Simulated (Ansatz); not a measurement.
# Run report: ZrS2, geometry relaxation

System: ZrS2 (3 atoms in the cell).
Method: DFT LDA, scalar-relativistic, plane waves, PAW, no spin polarisation (Ansatz 0.2.0).

The structure derives from an entry of the Crystallography Open Database. It belongs to a series of runs on one base structure; here: cell and atoms relaxed tightly for response.

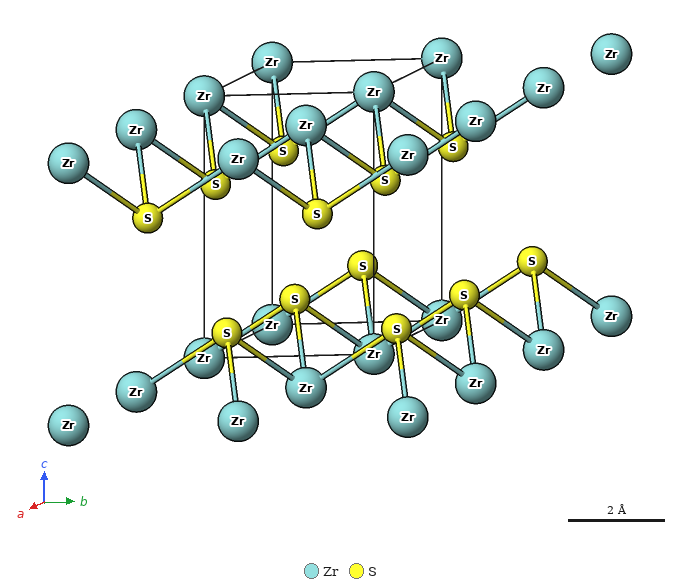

**Figure 1.** The structure as given in the input (ball-and-stick view of the cell of the calculation, repeated 3 × 2 × 1, seen slightly off an axis).

### Results in brief

| quantity | value |
| --- | --- |
| outcome | converged |
| space group (tolerance 0.01 Å) | P-3m1 (164) |
| electrons treated | 24 |
| free energy | −5821.2762 eV |
| Fermi energy | 8.069 eV |
| gap on the k-point mesh | 0.46 eV |
| pressure | 0.00 GPa |
| final volume | 63.26 Å³ |
| largest force (length of the vector) at the end | under 0.001 eV/Å |
| final cell | a = 3.595 Å, b = 3.595 Å, c = 5.652 Å, α = 90.00°, β = 90.00°, γ = 120.00° |
| hardware | 1 thread of Intel Xeon (Sapphire Rapids), 192 GiB of memory available, shared host |
| wall time | 25 s |
| peak memory | 0.43 GiB |

### The input
```yaml
crystal:
  lattice:
    - [3.5947786636, 0.0, 0.0]
    - [-1.7973893318, 3.1131696437, 0.0]
    - [0.0, 0.0, 5.6498672611]
  atoms:
    - { symbol: Zr, position: [0.0, 0.0, 0.0] }
    - { symbol: S, position: [0.3333333333, 0.6666666667, 0.2570377071] }
    - { symbol: S, position: [0.6666666667, 0.3333333333, 0.7429622929] }
basis:
  ecutwfc: 420
kpoints:
  mp_grid: { grid: [12, 12, 6] }
hamiltonian:
  xc: lda
scf:
  occupations: { method: fixed }
output:
  forces: true
  stress: true
  eigenvalues: true
  write_density: true
  write_potential: true
  elf: true
  volumetric_format: npy
relax:
  adjacent_minimum: "off"
  f_tol: 0.001
  max_steps: 60
  cell: { stress_tol: 0.01 }
```

Command:
```bash
ansatz run input.yaml --threads 1 --pin off --max-ram 3072MiB --backend cpu --events-out ev --progress --plain --runs-dir out
```

### Output
```
Engine: ansatz 0.2.0, x86_64-unknown-linux-gnu
Pseudopotentials: kind: paw
Pseudopotential: Zr, paw, valence charge 12, recommended cutoff 420 eV (normal), Zr.paw.azcp
Pseudopotential: S, paw, valence charge 6, recommended cutoff 420 eV (normal), S.paw.azcp
Functional definition: SPW92
  exchange = slater_x
  correlation = pw_c
Crystal: 3 atoms, lattice volume = 63.229 Å³
Basis set: ecut = 420 eV, 1231 PW (Γ)
Bands: 16, of which v1, the nominal top of the filled ones, is band 12 counted from 1 (11 counted from 0)
Symmetry: 12 space group operations
Space group: P-3m1 (ITA 164), of the structure as read, at distance tolerance 4.0e-5 Å
k-points: 100 of 864
Non-local potential: Zr, projectors of the file, l = 0: 3, l = 1: 2, l = 2: 2, l = 3: 2
Non-local potential: S, projectors of the file, l = 0: 2, l = 1: 2, l = 2: 2
PAW form: soft (Blöchl's): semilocal exchange-correlation on the pseudo side does not see the compensation charge
PAW frozen core: Zr, regenerated for the run's functional, and the local potential with it (the file was generated under x = pbe(κ = 0.804, μ = 0.2195149727645171), c = pbe(β = 0.06672455060314922))
PAW frozen core: S, regenerated for the run's functional, and the local potential with it (the file was generated under x = pbe(κ = 0.804, μ = 0.2195149727645171), c = pbe(β = 0.06672455060314922))
PAW one-centre angular grid: Zr, 590 points (default); XC on 64 Gauss nodes
PAW one-centre angular grid: S, 110 points (default); XC on 64 Gauss nodes
Initial density: superposition of atomic densities (neutral atoms: chi_scale 0, normalization atom), corrected by the library's trained network
Initial wavefunctions: pseudopotential atomic-orbital guess
Functional: x = slater, c = lda
SCF iter   1: F=—  HF=-5821.284139 eV  |F-HF|=—  |Δ(HF+E_count)|=         —  Δρ=6.66e-3  dr2=4.07e-2  ethr=1.77e-3  ⟨swp⟩=4.6  Hψ=7822  notcnv=0  defer=156
preconditioner: auto → Resta (q_TF=auto, 2.322 Å⁻¹)  ε∞=6.6  [insulator: Δε(μ)=0.381 eV  Ē_g=7.884 eV  n_scr=22 (ndim 8)  ℏωp=18.7 eV  f_vac=0.007  ε∞_Penn≈6.6]
SCF iter   2: F=—  HF=-5821.276748 eV  |F-HF|=—  |Δ(HF+E_count)|=   7.39e-3  Δρ=2.97e-3  dr2=2.76e-3  ethr=1.70e-4  ⟨swp⟩=2.0  Hψ=2600  notcnv=0  defer=196
SCF iter   3: F=—  HF=-5821.276284 eV  |F-HF|=—  |Δ(HF+E_count)|=   4.64e-4  Δρ=1.31e-3  dr2=6.87e-4  ethr=1.15e-5  ⟨swp⟩=1.0  Hψ=1602  notcnv=0  defer=196
SCF iter   4: F=—  HF=-5821.276191 eV  |F-HF|=—  |Δ(HF+E_count)|=   9.32e-5  Δρ=1.38e-4  dr2=2.19e-5  ethr=2.86e-6  ⟨swp⟩=1.6  Hψ=1953  notcnv=0  defer=1
SCF iter   5: F=—  HF=-5821.276191 eV  |F-HF|=—  |Δ(HF+E_count)|=   3.61e-7  Δρ=3.69e-5  dr2=1.05e-6  ethr=9.11e-8  ⟨swp⟩=2.4  Hψ=2392  notcnv=0
SCF iter   6: F=-5821.276192 eV  HF=-5821.276192 eV  |F-HF|=5.13e-9  |Δ(HF+E_count)|=   4.00e-7  Δρ=5.43e-6  dr2=2.50e-8  ethr=4.17e-10  ⟨swp⟩=10.4  Hψ=11773  notcnv=0
SCF 1 converged in 6 iterations: F = -5821.276192 eV  dr2 = 2.50e-8
  greatest PAW one-centre occupation: 0.997 electrons in one spin orbital (limit 2), on the Zr atom at site 0 (counted from 0), in its partial waves of l = 0
relax step   1: F+E_penalty+E_count = -5821.27619177 eV  Δ(F+E_penalty+E_count) = +0.000e0 eV  max|allowed force component| = 4.391e-3 eV/Å  Δτ_max = 0.0000 Å  P = -0.001 GPa  Ω = 63.229 Å³  (6 SCF iters, dr2 threshold 1.00e-7 eV, accepted)
Crystal: 3 atoms, lattice volume = 63.311 Å³
Initial density: handed on by an earlier stage of this run
Initial wavefunctions: those handed on with the density
iter 1 solved again at ethr=1.27e-7 eV; its pass at ethr=3.10e-3 eV (dr2=3.06e-5 eV) is discarded
SCF iter   1: F=—  HF=-5821.276187 eV  |F-HF|=—  |Δ(HF+E_count)|=         —  Δρ=1.20e-4  dr2=2.94e-5  ethr=1.27e-7  ⟨swp⟩=2.9  Hψ=8298  notcnv=0  defer=114
preconditioner: auto → Resta (q_TF=auto, 2.321 Å⁻¹)  ε∞=6.5  [insulator: Δε(μ)=0.472 eV  Ē_g=7.950 eV  n_scr=22 (ndim 8)  ℏωp=18.7 eV  f_vac=0.004  ε∞_Penn≈6.5]
SCF iter   2: F=—  HF=-5821.276181 eV  |F-HF|=—  |Δ(HF+E_count)|=   5.69e-6  Δρ=6.24e-5  dr2=5.04e-6  ethr=1.22e-7  ⟨swp⟩=2.5  Hψ=2083  notcnv=0  defer=1
SCF iter   3: F=—  HF=-5821.276179 eV  |F-HF|=—  |Δ(HF+E_count)|=   2.31e-6  Δρ=2.06e-5  dr2=7.93e-7  ethr=2.10e-8  ⟨swp⟩=2.1  Hψ=2194  notcnv=0  defer=2
SCF iter   4: F=—  HF=-5821.276179 eV  |F-HF|=—  |Δ(HF+E_count)|=   5.38e-8  Δρ=7.73e-6  dr2=4.85e-8  ethr=3.31e-9  ⟨swp⟩=2.0  Hψ=2086  notcnv=0
SCF iter   5: F=—  HF=-5821.276179 eV  |F-HF|=—  |Δ(HF+E_count)|=  9.53e-10  Δρ=1.52e-6  dr2=1.27e-9  ethr=2.02e-10  ⟨swp⟩=2.4  Hψ=2414  notcnv=0
SCF iter   6: F=-5821.276179 eV  HF=-5821.276179 eV  |F-HF|=7.28e-12  |Δ(HF+E_count)|=  5.37e-10  Δρ=2.03e-7  dr2=3.42e-11  ethr=5.02e-12  ⟨swp⟩=7.2  Hψ=9105  notcnv=0
SCF 2 converged in 6 iterations: F = -5821.276179 eV  dr2 = 3.42e-11
relax step   2: F+E_penalty+E_count = -5821.27617910 eV  Δ(F+E_penalty+E_count) = +1.267e-5 eV  max|allowed force component| = 7.449e-3 eV/Å  Δτ_max = 0.0024 Å  P = +0.010 GPa  Ω = 63.311 Å³  energy of the carried Pulay correction = -1.005e-5 eV  (6 SCF iters, dr2 threshold 1.21e-9 eV, rejected (line search))
Crystal: 3 atoms, lattice volume = 63.262 Å³
iter 1 solved again at ethr=4.87e-8 eV; its pass at ethr=3.10e-3 eV (dr2=1.17e-5 eV) is discarded
SCF iter   1: F=—  HF=-5821.276196 eV  |F-HF|=—  |Δ(HF+E_count)|=         —  Δρ=7.35e-5  dr2=1.13e-5  ethr=4.87e-8  ⟨swp⟩=2.6  Hψ=8261  notcnv=0  defer=8
preconditioner: auto → Resta (q_TF=auto, 2.321 Å⁻¹)  ε∞=6.5  [insulator: Δε(μ)=0.463 eV  Ē_g=7.949 eV  n_scr=22 (ndim 8)  ℏωp=18.7 eV  f_vac=0.004  ε∞_Penn≈6.5]
SCF iter   2: F=—  HF=-5821.276194 eV  |F-HF|=—  |Δ(HF+E_count)|=   2.02e-6  Δρ=3.76e-5  dr2=1.82e-6  ethr=4.69e-8  ⟨swp⟩=2.5  Hψ=2101  notcnv=0
SCF iter   3: F=—  HF=-5821.276193 eV  |F-HF|=—  |Δ(HF+E_count)|=   1.47e-6  Δρ=1.28e-5  dr2=2.90e-7  ethr=7.56e-9  ⟨swp⟩=2.1  Hψ=2196  notcnv=0
SCF iter   4: F=—  HF=-5821.276193 eV  |F-HF|=—  |Δ(HF+E_count)|=   6.97e-8  Δρ=4.64e-6  dr2=1.70e-8  ethr=1.21e-9  ⟨swp⟩=2.0  Hψ=2095  notcnv=0
SCF iter   5: F=—  HF=-5821.276193 eV  |F-HF|=—  |Δ(HF+E_count)|=  2.62e-10  Δρ=8.90e-7  dr2=4.19e-10  ethr=7.10e-11  ⟨swp⟩=2.5  Hψ=2415  notcnv=0
SCF iter   6: F=—  HF=-5821.276193 eV  |F-HF|=—  |Δ(HF+E_count)|=  1.89e-10  Δρ=1.11e-7  dr2=1.02e-11  ethr=1.75e-12  ⟨swp⟩=2.6  Hψ=2452  notcnv=0
SCF iter   7: F=-5821.276193 eV  HF=-5821.276193 eV  |F-HF|=1.82e-12  |Δ(HF+E_count)|=  3.64e-12  Δρ=2.75e-8  dr2=7.35e-13  ethr=1.00e-12  ⟨swp⟩=6.3  Hψ=8292  notcnv=0
SCF 3 converged in 7 iterations: F = -5821.276193 eV  dr2 = 7.35e-13
relax step   3: F+E_penalty+E_count = -5821.27619265 eV  Δ(F+E_penalty+E_count) = -8.810e-7 eV  max|allowed force component| = 1.931e-4 eV/Å  Δτ_max = 0.0009 Å  P = +0.003 GPa  Ω = 63.262 Å³  energy of the carried Pulay correction = -4.012e-6 eV  (7 SCF iters, accepted)
Initial wavefunctions: pseudopotential atomic-orbital guess (no wavefunctions were taken with the density)
iter 1 solved again at ethr=8.29e-8 eV; its pass at ethr=3.10e-3 eV (dr2=1.99e-5 eV) is discarded
SCF iter   1: F=—  HF=-5821.276196 eV  |F-HF|=—  |Δ(HF+E_count)|=         —  Δρ=5.35e-7  dr2=9.11e-11  ethr=8.29e-8  ⟨swp⟩=3.0  Hψ=12152  notcnv=0  defer=196
eigensolver tolerance schedule: the retry pair's looser diagonalisation over-reported the residual by 218489.67 of it (diagonalisation noise at an unbounded share of the residual, at the tolerance the schedule requests for it); recorded, not acted on — ethr = c·dr2/N_el stays at c = 1.0e-1
preconditioner: auto → Resta (q_TF=auto, 2.321 Å⁻¹)  ε∞=6.5  [insulator: Δε(μ)=0.464 eV  Ē_g=7.950 eV  n_scr=22 (ndim 8)  ℏωp=18.7 eV  f_vac=0.004  ε∞_Penn≈6.5]
SCF iter   2: F=—  HF=-5821.276196 eV  |F-HF|=—  |Δ(HF+E_count)|=   5.55e-7  Δρ=2.75e-7  dr2=5.08e-11  ethr=1.00e-12  ⟨swp⟩=3.7  Hψ=3691  notcnv=0  defer=7
SCF iter   3: F=—  HF=-5821.276196 eV  |F-HF|=—  |Δ(HF+E_count)|=  8.19e-12  Δρ=1.82e-7  dr2=1.13e-11  ethr=1.00e-12  ⟨swp⟩=1.0  Hψ=1600  notcnv=0  defer=7
SCF iter   4: F=-5821.276196 eV  HF=-5821.276196 eV  |F-HF|=1.82e-12  |Δ(HF+E_count)|=  9.09e-13  Δρ=3.30e-8  dr2=1.48e-13  ethr=1.00e-12  ⟨swp⟩=6.2  Hψ=8586  notcnv=0
SCF 4 converged in 4 iterations: F = -5821.276196 eV  dr2 = 1.48e-13
relax step   4: F+E_penalty+E_count = -5821.27619569 eV  Δ(F+E_penalty+E_count) = -3.037e-6 eV  max|allowed force component| = 1.930e-4 eV/Å  Δτ_max = 0.0000 Å  P = +0.003 GPa  Ω = 63.262 Å³  stress off target by 7.48e-3 GPa  SCF on the basis re-selected at this cell (its energy is not comparable with the rows above)  (4 SCF iters)
```

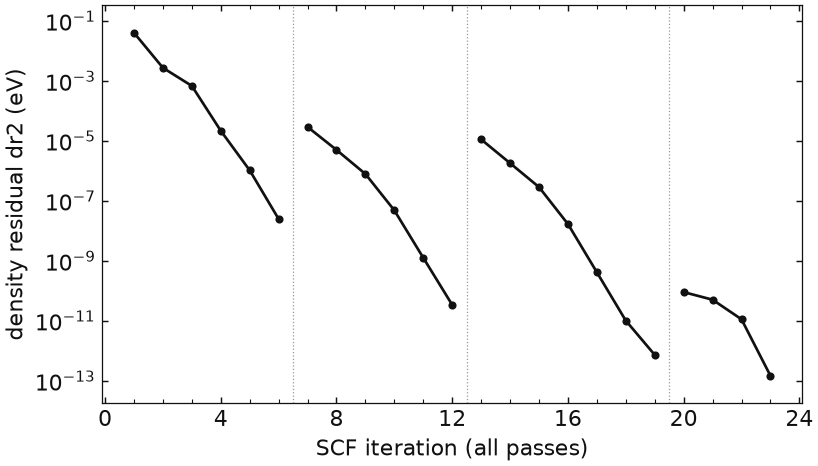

**Figure 2.** Convergence of the self-consistent field: density residual dr2 against the SCF iteration. The dotted lines part the SCF passes of the relaxation: geometry steps, rejected trials and re-solves on a re-selected basis. The passes take 6, 6, 7 and 4 iterations.

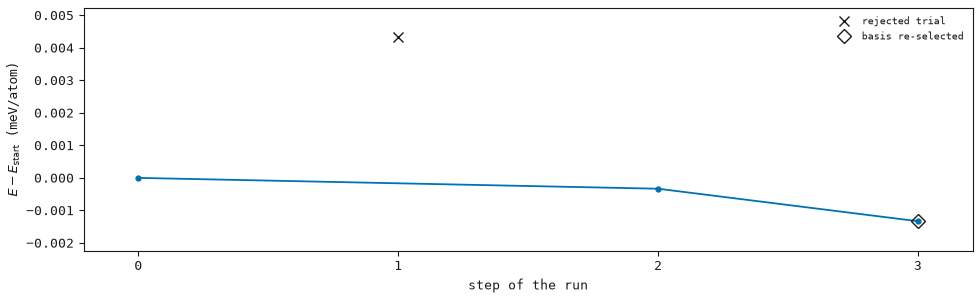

**Figure 3.** Progress of the relaxation, step by step (the first geometry is step 0 here and step 1 in the log). Over 2 geometry steps the energy falls by next to nothing (0.0 meV per atom). Largest force component: 0.0044 eV/Å at the start, 0.00019 eV/Å at the end. Pressure: 0.00 GPa at the start and 0.00 GPa at the end. The line search rejected the trial step at point 1 (counted from 0) and went back. The atoms keep their places relative to the cell (all moves are under 0.005 Å). The volume changes by +0.1 %, with a = b stay at 3.595 Å, c 5.650 → 5.652 Å (0.0 %). The space group stays P-3m1 (No. 164). A last SCF at the same geometry on a re-selected plane-wave basis shifts the energy by next to nothing (0.0 meV per atom).

```
basis re-selected at this cell: Δ(F+E_penalty+E_count) = -3.037e-6 eV, ΔP = +0.000 GPa vs the last step (what re-selecting the basis moved, of the pressure what is left beyond the Pulay correction that the steps carried, after the strain that the cell walked since its last selection, with what the two solves' SCF thresholds leave and, on support functions, any second-order correction that the steps lacked; it is no measure of the basis error at this ecutwfc). This SCF's stress stands 7.48e-3 GPa from its target on what of the cell is left free (relax.cell.stress_tol is 1.00e-2 GPa) and its largest allowed force component is 1.93e-4 eV/Å (relax.f_tol is 1.00e-3 eV/Å): within both
SCF converged after 4 iterations
Free energy (F): -5821.276196 eV
Harris-Foulkes:  -5821.276196 eV  (|F-HF|=1.82e-12)
Internal energy: -5821.276196 eV  (E = F + TS)
E sigma→0 (E₀):  -5821.276196 eV
Fermi energy:    8.069348 eV
--- Per-component energies (eV) ---
  E_band       = -146.534013
  E_kinetic    = 549.931071
  E_local      = -1203.957619  (includes V_loc(G=0)·N_el)
  E_nonlocal   = 141.062658
  E_hartree    = 414.160516
  E_xc         = -354.625851
  E_vxc        = -368.147930  (∫ρ·V_xc dr)
  E_paw        = -3986.197310  (= ΣΔE_a)
  E_vpaw       = -93.743249  (= ΣTr[D̂ρ^β])
  E_aug_tail   = 0.000025  (compensation charges beyond the density's cutoff)
  E_ewald      = -1382.326482
  E_core_change = 0.676796  (= ΣΔE_core)
  E_smearing   = -0.000000  (= −TS)
  E_closure    = -0.000000  (closes the sum)
  Σ components = -5821.276196   (vs F -5821.276196, Δ=0.00e0)
--- Forces (eV/Å), atoms counted from 1 ---
  atom   1  Zr     0.00000000     0.00000000     0.00000000
  atom   2  S      0.00000000    -0.00000000    -0.00019301
  atom   3  S     -0.00000000     0.00000000     0.00019301
  max |Σ_I F_I| component: 5.30e-31 eV/Å
--- Stress (GPa, compression-positive) ---
        0.000943       0.000000      -0.000000
        0.000000       0.000943       0.000000
       -0.000000       0.000000       0.007479
  P = ⅓ Tr σ = 0.0031 GPa (0.031 kbar)
--- Band table (eV; the first three rows and the last of 100) ---
  k-point 0: bands = ["-40.8344", "-18.9938", "-18.8137", "-18.8137", "-5.1214", "-3.3377", "2.9762", "4.9746", "4.9746", "7.8302", "7.8302", "8.0693", "9.3643", "9.3643", "10.0514", "12.7125"]
  k-point 1: bands = ["-40.8344", "-18.9941", "-18.8137", "-18.8137", "-5.0442", "-3.4735", "3.2337", "4.9906", "4.9906", "7.5000", "7.7705", "7.7705", "9.3494", "9.3494", "10.2669", "12.8558"]
  k-point 2: bands = ["-40.8344", "-18.9948", "-18.8137", "-18.8137", "-4.8420", "-3.7857", "3.9014", "5.0238", "5.0238", "6.4301", "7.6547", "7.6547", "9.3186", "9.3186", "10.4731", "13.1633"]
  k-point 99: bands = ["-40.8051", "-19.0440", "-19.0440", "-18.9082", "-3.6122", "-3.6122", "4.0537", "4.0537", "4.7067", "5.5540", "5.9918", "5.9918", "10.2223", "10.6384", "10.6384", "13.7525"]
--- Relaxed structure (3 steps of the walk, 2 accepted, 1 SCFs on fresh bases) ---
  F+E_penalty+E_count = -5821.27619569 eV   max|allowed force component| = 1.930e-4 eV/Å   (the final SCF, on the basis selected at the relaxed cell)
  cell:  # Å, volume = 63.2616 Å³
    - [3.5950567025964437, 0.0, 4.0549455851096964e-34]
    - [-1.7975283512982219, 3.1134104324940375, 5.124992729704435e-20]
    - [6.486911134996293e-34, 9.3009800142808e-20, 5.651943544239363]
  atoms:
    - { symbol: Zr, position: [4.777404355470787e-35, 0.0, -1.0295115178936058e-84] }
    - { symbol: S, position: [0.33333333333333337, 0.6666666666666667, 0.2568700789349738] }
    - { symbol: S, position: [0.6666666666666667, 0.33333333333333337, 0.7431299210650264] }
```

### Trajectory as extended XYZ (Å, eV, eV/Å), 4 frames, from step=1 to step=4
```
3
Lattice="3.5948 0.0000 0.0000 -1.7974 3.1132 0.0000 0.0000 0.0000 5.6499" Properties=species:S:1:pos:R:3:forces:R:3 step=1 energy=-5821.27619 pressure_GPa=-0.00
Zr    0.0000    0.0000    0.0000    0.0000   0.0000   0.0000
S     0.0000    2.0754    1.4522    0.0000   0.0000  -0.0044
S     1.7974    1.0377    4.1976    0.0000   0.0000   0.0044
3
Lattice="3.5958 0.0000 0.0000 -1.7979 3.1140 0.0000 0.0000 0.0000 5.6541" Properties=species:S:1:pos:R:3:forces:R:3 step=2 energy=-5821.27618 pressure_GPa=0.01 accepted=F
Zr    0.0000    0.0000    0.0000    0.0000   0.0000   0.0000
S     0.0000    2.0760    1.4509    0.0000   0.0000   0.0074
S     1.7979    1.0380    4.2032    0.0000   0.0000  -0.0074
3
Lattice="3.5951 0.0000 0.0000 -1.7975 3.1134 0.0000 0.0000 0.0000 5.6519" Properties=species:S:1:pos:R:3:forces:R:3 step=3 energy=-5821.27619 pressure_GPa=0.00
Zr    0.0000    0.0000    0.0000    0.0000   0.0000   0.0000
S     0.0000    2.0756    1.4518    0.0000   0.0000  -0.0002
S     1.7975    1.0378    4.2001    0.0000   0.0000   0.0002
3
Lattice="3.5951 0.0000 0.0000 -1.7975 3.1134 0.0000 0.0000 0.0000 5.6519" Properties=species:S:1:pos:R:3:forces:R:3 step=4 energy=-5821.27620 pressure_GPa=0.00
Zr    0.0000    0.0000    0.0000    0.0000   0.0000   0.0000
S     0.0000    2.0756    1.4518    0.0000   0.0000  -0.0002
S     1.7975    1.0378    4.2001    0.0000   0.0000   0.0002
```

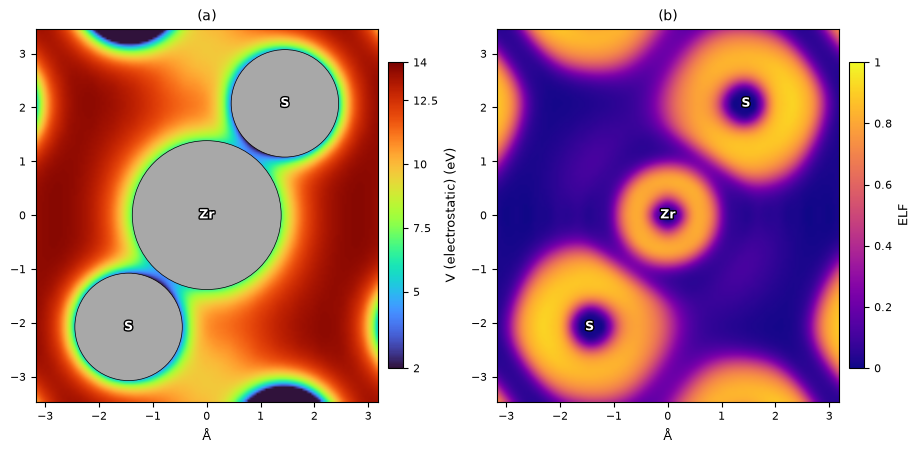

**Figure 4.** (a) electrostatic potential (local pseudopotential plus Hartree) felt by an electron; (b) ELF on the (110) plane of the conventional cell. Grey discs, where drawn, cover atomic cores. Atoms in the plane: Zr and S. Zr–S (2.53 Å): the ELF is about 0.35 at the midpoint. The strong features right at Zr lie inside the PAW spheres (semicore, d or f shells) and say nothing about bonding. Outside the cores the potential energy rises away from the atoms and is highest about 2.2 Å from the nearest atoms; outside the discs it spans about 12 eV, and its zero is arbitrary. In a PAW calculation such maps are meaningful between the atoms, not at the nuclei.

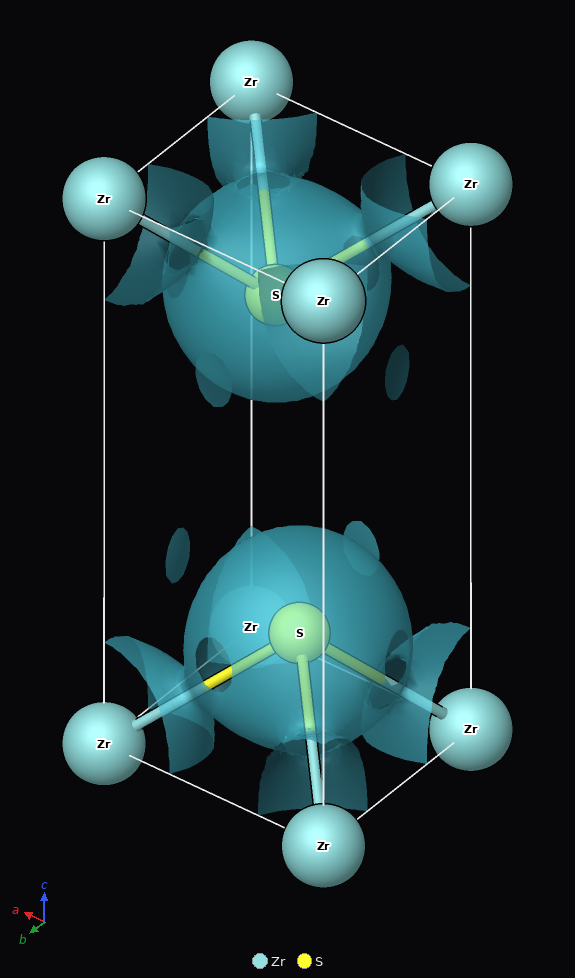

**Figure 5.** Isosurface of the valence pseudo-density at 0.4 e/Å³ (cyan), seen at an oblique angle. Sticks mark near contacts. The outline is the cell set on symmetry axes. At this value the density is joined into sheets; it holds about 70 % of the electrons treated as valence (semicore included). On the grid the lowest density along these lines, outside the cores, is 0.45 e/Å³ (Zr–S, 2.53 Å).
